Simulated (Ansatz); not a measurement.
System: Ga.

The calculation's input:

```
crystal:
  lattice:
    - [2.21602333, -3.79899184, 0.0]
    - [2.21602333, 3.79899184, 0.0]
    - [0.0, 0.0, 4.55550353]
  atoms:
    - { symbol: Ga, position: [0.65569572, 0.34430428, 0.41540139] }
    - { symbol: Ga, position: [0.84430428, 0.15569572, 0.91540139] }
    - { symbol: Ga, position: [0.34430428, 0.65569572, 0.58459861] }
    - { symbol: Ga, position: [0.15569572, 0.84430428, 0.08459861] }
basis:
  ecutwfc: 420
kpoints:
  mp_grid: { grid: [12, 12, 10] }
hamiltonian:
  xc: pbesol
scf:
  occupations: { method: gaussian, width: 0.1 }
output:
  forces: true
  stress: true
  eigenvalues: true
  write_density: true
  write_potential: true
  elf: true
  volumetric_format: npy
relax:
  adjacent_minimum: "off"
  f_tol: 0.005
  max_steps: 80
  cell: { stress_tol: 0.05 }
```

Command:

```sh
ansatz run input.yaml --threads 8 --pin off --max-ram 28672MiB --backend cpu --events-out ev --progress --plain --runs-dir out
```

Below, planes, directions and counts refer to the conventional cell (a = 4.47 Å, b = 7.59 Å, c = 4.49 Å, α = 90.00°, β = 90.00°, γ = 90.00°).

The fields are those of the run's last geometry, not of the input's.

Space group Cmce; a structure from a database of computed crystals, not necessarily the ambient phase.

These are results of Ansatz, DFT PBEsol, scalar-relativistic, plane waves, PAW, not measurements.

What will maps of the valence pseudo-density and electron localisation function show?

Answer. Ga–Ga (2.69 Å): the density is about 0.26 e/Å³ at the midpoint; the ELF is about 0.45 at the midpoint.

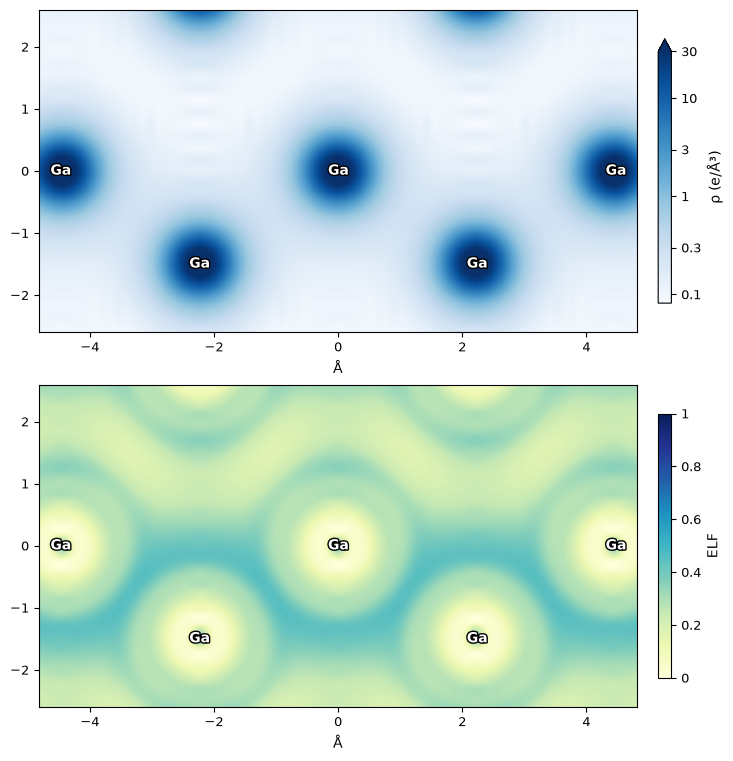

Computed valence pseudo-density and electron localisation function on the (010) plane of the conventional cell, in this order. 

Core electrons are frozen (PAW), and the valence fields are smoothed inside the atomic spheres.
